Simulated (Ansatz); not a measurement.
**Two runs on TiAl**

System: TiAl (2 atoms in the cell).
Method of run 1: DFT r2SCAN, scalar-relativistic, plane waves, PAW, no spin polarisation (Ansatz 0.2.0).

The structure derives from a Materials Project entry. Text and figures count atoms from 1; the logs count them from 0 in places.

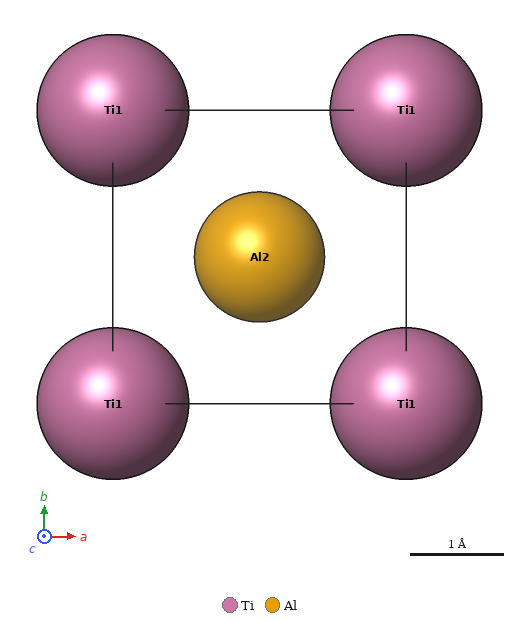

Figure 1. The structure (spheres-only view of the cell of the calculation, set on other vectors, along the c axis; atoms are numbered from 1 in the order of the input). An atom can appear more than once, as a periodic image.

## Input file, run 1
```yaml
crystal:
  lattice:
    - [3.179064, 0.0, 0.0]
    - [0.0, 3.179064, 0.0]
    - [0.0, 0.0, 3.179064]
  atoms:
    - { symbol: Ti, position: [0.0, -0.1887347974, 0.0] }
    - { symbol: Al, position: [0.5, 0.5, 0.5] }
basis:
  ecutwfc: 500
kpoints:
  mp_grid: { grid: [16, 16, 16] }
hamiltonian:
  xc: r2scan
scf:
  occupations: { method: gaussian, width: 0.15 }
output:
  forces: true
  stress: true
  eigenvalues: true
```

Command:
```bash
ansatz run input.yaml --threads 1 --pin off --max-ram 2560MiB --backend cpu --events-out ev --progress --plain --runs-dir out
```

Hardware: 1 thread of Arm Neoverse V1, 24 GiB of memory available, shared host.

## Output, shortened to warnings, some set-up lines, iterations and results (run 1)
```
Basis set: ecut = 500 eV, 799 PW (Γ), exchange–correlation on 96×96×96 points (64 copies of the dense FFT grid, shifted against one another)
Symmetry: 8 space group operations
k-points: 405 of 4096 (time reversal used)
Initial density: superposition of atomic densities (neutral atoms: chi_scale 0, normalization atom), corrected by the library's trained network
[...]
SCF iter   1: F=—  HF=-3044.227186 eV  |F-HF|=—  |Δ(HF+E_count)|=         —  Δρ=1.21e-2  dr2=3.09e-2  dr2_τ=2.33e-2  ethr=1.77e-3  ⟨swp⟩=5.0  Hψ=25222  notcnv=0
SCF iter   2: F=—  HF=-3044.270161 eV  |F-HF|=—  |Δ(HF+E_count)|=   4.30e-2  Δρ=6.50e-3  dr2=8.99e-3  dr2_τ=4.33e-4  ethr=2.06e-4  ⟨swp⟩=2.6  Hψ=12553  notcnv=0  defer=59
SCF iter   3: F=—  HF=-3044.271840 eV  |F-HF|=—  |Δ(HF+E_count)|=   1.68e-3  Δρ=3.62e-3  dr2=4.30e-3  dr2_τ=1.87e-4  ethr=5.99e-5  ⟨swp⟩=2.0  Hψ=6234  notcnv=0  defer=59
SCF iter   4: F=—  HF=-3044.271295 eV  |F-HF|=—  |Δ(HF+E_count)|=   5.45e-4  Δρ=9.23e-4  dr2=1.46e-4  dr2_τ=1.57e-5  ethr=2.87e-5  ⟨swp⟩=2.8  Hψ=7420  notcnv=0  defer=59
SCF iter   5: F=—  HF=-3044.271344 eV  |F-HF|=—  |Δ(HF+E_count)|=   4.85e-5  Δρ=2.80e-4  dr2=8.30e-6  dr2_τ=4.37e-7  ethr=9.74e-7  ⟨swp⟩=3.0  Hψ=7496  notcnv=0  defer=59
SCF iter   6: F=—  HF=-3044.271355 eV  |F-HF|=—  |Δ(HF+E_count)|=   1.19e-5  Δρ=4.58e-5  dr2=3.45e-7  dr2_τ=2.61e-8  ethr=5.54e-8  ⟨swp⟩=2.1  Hψ=7475  notcnv=0  defer=59
SCF iter   7: F=-3044.271356 eV  HF=-3044.271356 eV  |F-HF|=1.51e-9  |Δ(HF+E_count)|=   1.33e-7  Δρ=1.18e-5  dr2=2.60e-8  dr2_τ=2.00e-9  ethr=6.67e-10  ⟨swp⟩=5.4  Hψ=22175  …
SCF 1 converged in 7 iterations: F = -3044.271356 eV  dr2 = 2.60e-8
SCF converged after 7 iterations
Free energy (F): -3044.271356 eV
Harris-Foulkes:  -3044.271356 eV  (|F-HF|=1.51e-9)
Internal energy: -3044.249651 eV  (E = F + TS)
E sigma→0 (E₀):  -3044.260503 eV
Entropy (-TS):   -0.021705 eV (-10.852 meV/atom)
Fermi energy:    11.248932 eV
--- Per-component energies (eV) ---
  E_band       = -177.059036
  E_kinetic    = 299.818390
  E_local      = -1040.588554  (includes V_loc(G=0)·N_el)
  E_nonlocal   = 19.560833
  E_hartree    = 442.468238
  E_xc         = -130.765027
  E_vxc        = -165.580378  (∫ρ·V_xc dr)
  E_paw        = -1531.432527  (= ΣΔE_a)
  E_vpaw       = -185.696647  (= ΣTr[D̂ρ^β])
  E_aug_tail   = 0.000082  (compensation charges beyond the density's cutoff)
  E_vtau       = 10.489306  (kinetic-family band-sum trace: ∫τ·v_τ [+ j·A + Jᵃ·Aᵃ] dr)
  E_ewald      = -1102.997521
  E_core_change = -0.313565  (= ΣΔE_core)
  E_smearing   = -0.021705  (= −TS)
  E_closure    = 0.000000  (closes the sum)
  Σ components = -3044.271356   (vs F -3044.271356, Δ=0.00e0)
--- Forces (eV/Å), atoms counted from 1 ---
  atom   1  Ti    -0.00000000     3.53636038     0.00000000
  atom   2  Al     0.00000000    -3.53640653     0.00000000
  max |Σ_I F_I| component: 4.62e-5 eV/Å
--- Stress (GPa, compression-positive) ---
       19.284335      -0.000000       0.000000
       -0.000000       0.017394       0.000000
        0.000000       0.000000      19.284335
  P = ⅓ Tr σ = 12.8620 GPa (128.620 kbar)
```

For run 2 the input was changed thus:
```diff
-    - { symbol: Ti, position: [0.0, -0.1887347974, 0.0] }
+    - { symbol: Ti, position: [0.0, -0.0943673987, -0.0943673987] }
+  write_density: true
+  write_potential: true
+  elf: true
+  volumetric_format: npy
```

Predict how the results change.

With the same functional and potentials, run 2 lies 243.6 meV per atom lower. The pressure goes from 12.86 to 6.64 GPa. The largest force goes from 3.536 to 3.335 eV/Å. The number of SCF iterations is the same. The irreducible k-points go from 405 to 657. On the same kind of shared host run 2 took about 2 times as long.

## Output, shortened to warnings, some set-up lines, iterations and results (run 2)
```
Basis set: ecut = 500 eV, 799 PW (Γ), exchange–correlation on 96×96×96 points (64 copies of the dense FFT grid, shifted against one another)
Symmetry: 4 space group operations
k-points: 657 of 4096 (time reversal used)
Initial density: superposition of atomic densities (neutral atoms: chi_scale 0, normalization atom), corrected by the library's trained network
[...]
SCF iter   1: F=—  HF=-3044.718850 eV  |F-HF|=—  |Δ(HF+E_count)|=         —  Δρ=9.65e-3  dr2=2.05e-2  dr2_τ=2.06e-2  ethr=1.77e-3  ⟨swp⟩=5.0  Hψ=40639  notcnv=0
SCF iter   2: F=—  HF=-3044.758418 eV  |F-HF|=—  |Δ(HF+E_count)|=   3.96e-2  Δρ=4.99e-3  dr2=5.92e-3  dr2_τ=3.52e-4  ethr=1.36e-4  ⟨swp⟩=2.0  Hψ=20254  notcnv=0  defer=76
SCF iter   3: F=—  HF=-3044.758583 eV  |F-HF|=—  |Δ(HF+E_count)|=   1.65e-4  Δρ=2.45e-3  dr2=1.74e-3  dr2_τ=7.09e-5  ethr=3.95e-5  ⟨swp⟩=2.0  Hψ=10085  notcnv=0  defer=76
SCF iter   4: F=—  HF=-3044.758493 eV  |F-HF|=—  |Δ(HF+E_count)|=   8.97e-5  Δρ=5.74e-4  dr2=7.97e-5  dr2_τ=1.13e-5  ethr=1.16e-5  ⟨swp⟩=3.0  Hψ=12945  notcnv=0  defer=76
SCF iter   5: F=—  HF=-3044.758494 eV  |F-HF|=—  |Δ(HF+E_count)|=   7.62e-7  Δρ=1.66e-4  dr2=3.92e-6  dr2_τ=2.67e-7  ethr=5.31e-7  ⟨swp⟩=2.7  Hψ=11470  notcnv=0  defer=76
SCF iter   6: F=—  HF=-3044.758496 eV  |F-HF|=—  |Δ(HF+E_count)|=   2.59e-6  Δρ=2.87e-5  dr2=1.04e-7  dr2_τ=8.25e-9  ethr=2.62e-8  ⟨swp⟩=2.9  Hψ=12706  notcnv=0  defer=76
SCF iter   7: F=-3044.758496 eV  HF=-3044.758496 eV  |F-HF|=2.14e-9  |Δ(HF+E_count)|=   8.31e-8  Δρ=4.25e-6  dr2=5.55e-9  dr2_τ=3.42e-10  ethr=6.67e-10  ⟨swp⟩=7.5  Hψ=38516  …
SCF 1 converged in 7 iterations: F = -3044.758496 eV  dr2 = 5.55e-9
SCF converged after 7 iterations
Free energy (F): -3044.758496 eV
Harris-Foulkes:  -3044.758496 eV  (|F-HF|=2.14e-9)
Internal energy: -3044.734571 eV  (E = F + TS)
E sigma→0 (E₀):  -3044.746534 eV
Entropy (-TS):   -0.023926 eV (-11.963 meV/atom)
Fermi energy:    11.395121 eV
--- Per-component energies (eV) ---
  E_band       = -176.789689
  E_kinetic    = 298.473256
  E_local      = -1030.642616  (includes V_loc(G=0)·N_el)
  E_nonlocal   = 18.837126
  E_hartree    = 438.195796
  E_xc         = -130.505926
  E_vxc        = -165.136429  (∫ρ·V_xc dr)
  E_paw        = -1531.020589  (= ΣΔE_a)
  E_vpaw       = -185.117686  (= ΣTr[D̂ρ^β])
  E_aug_tail   = 0.000082  (compensation charges beyond the density's cutoff)
  E_vtau       = 10.405967  (kinetic-family band-sum trace: ∫τ·v_τ [+ j·A + Jᵃ·Aᵃ] dr)
  E_ewald      = -1107.758134
  E_core_change = -0.313565  (= ΣΔE_core)
  E_smearing   = -0.023926  (= −TS)
  E_closure    = 0.000000  (closes the sum)
  Σ components = -3044.758496   (vs F -3044.758496, Δ=0.00e0)
--- Forces (eV/Å), atoms counted from 1 ---
  atom   1  Ti     0.00000000     2.35838420     2.35838420
  atom   2  Al     0.00000000    -2.35838097    -2.35838097
  max |Σ_I F_I| component: 3.23e-6 eV/Å
--- Stress (GPa, compression-positive) ---
       10.100305       0.000000       0.000000
        0.000000       4.912748       7.233658
       -0.000000       7.233658       4.912748
  P = ⅓ Tr σ = 6.6419 GPa (66.419 kbar)
```

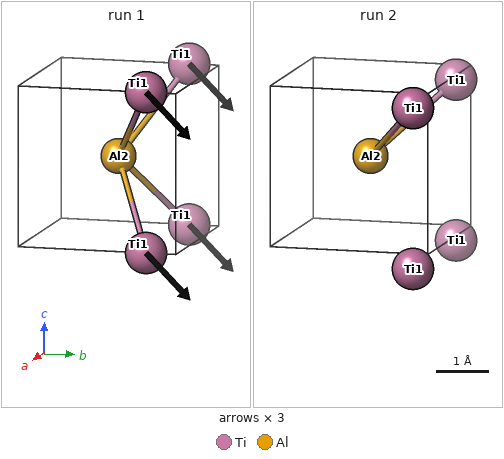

Figure 2. The two input geometries at one scale (ball-and-stick view of the cell of the calculation, seen slightly off an axis). The black arrows on the first give the shifts of the atoms relative to the cell, magnified 3 times. Ti1 moves most: 0.42 Å. Al stays in place. The lattice vectors keep their values. Among the contacts that change: Ti1–Al2 2.456 → 2.786 Å.

## The two runs side by side

```tsv
quantity	run 1	run 2
outcome	converged	converged
free energy per atom (eV)	−1522.1357	−1522.3792
energy per atom, smearing taken to zero (eV)	−1522.1303	−1522.3733
gap on the mesh (eV)	0.00	0.00
pressure (GPa)	12.86	6.64
largest force (eV/Å)	3.536	3.335
SCF iterations	7	7
irreducible k-points	405	657
plane waves at Γ	799	799
wall time (shared host)	32 s	64 s
```
